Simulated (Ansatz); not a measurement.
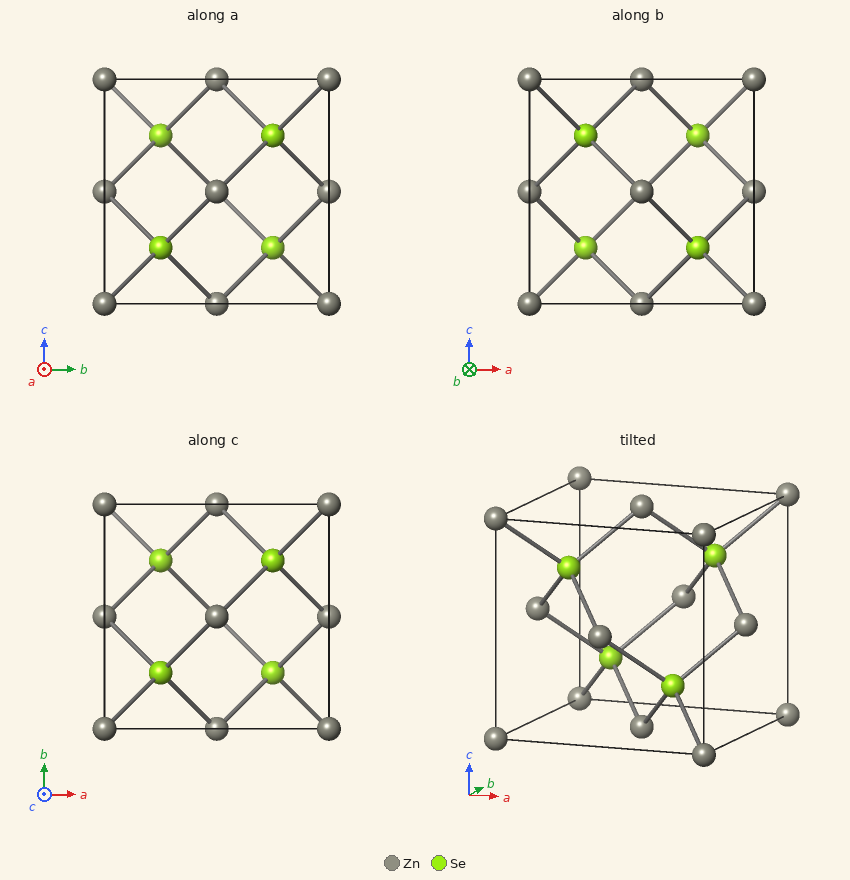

The figure gives a ball-and-stick picture of the atoms, viewed along the a axis, along the b axis, along the c axis and slightly off an axis. The lines enclose the conventional unit cell; boundary atoms appear with their images.

Lattice parameters: a = 5.6648 Å, b = 5.6648 Å, c = 5.6648 Å, α = 90.000°, β = 90.000°, γ = 90.000°.

Question: Put the structure into a CIF with its space group and independent sites.

Answer:
```cif
data_structure
_symmetry_space_group_name_H-M 'F -4 3 m'
_symmetry_Int_Tables_number 216
_cell_length_a 5.6648
_cell_length_b 5.6648
_cell_length_c 5.6648
_cell_angle_alpha 90.000
_cell_angle_beta 90.000
_cell_angle_gamma 90.000
_cell_volume 181.79
loop_
_atom_site_label
_atom_site_type_symbol
_atom_site_symmetry_multiplicity
_atom_site_Wyckoff_symbol
_atom_site_fract_x
_atom_site_fract_y
_atom_site_fract_z
_atom_site_occupancy
Zn1 Zn 4 a 0.0000 0.0000 0.0000 1
Se1 Se 4 d 0.2500 0.2500 0.7500 1
```

It goes back to a structure type filled with these elements by a generator (whether the compound takes this form wasn't checked). Earlier steps of the study may have refined or changed the cell and positions. It was run through Ansatz as a DFT input.
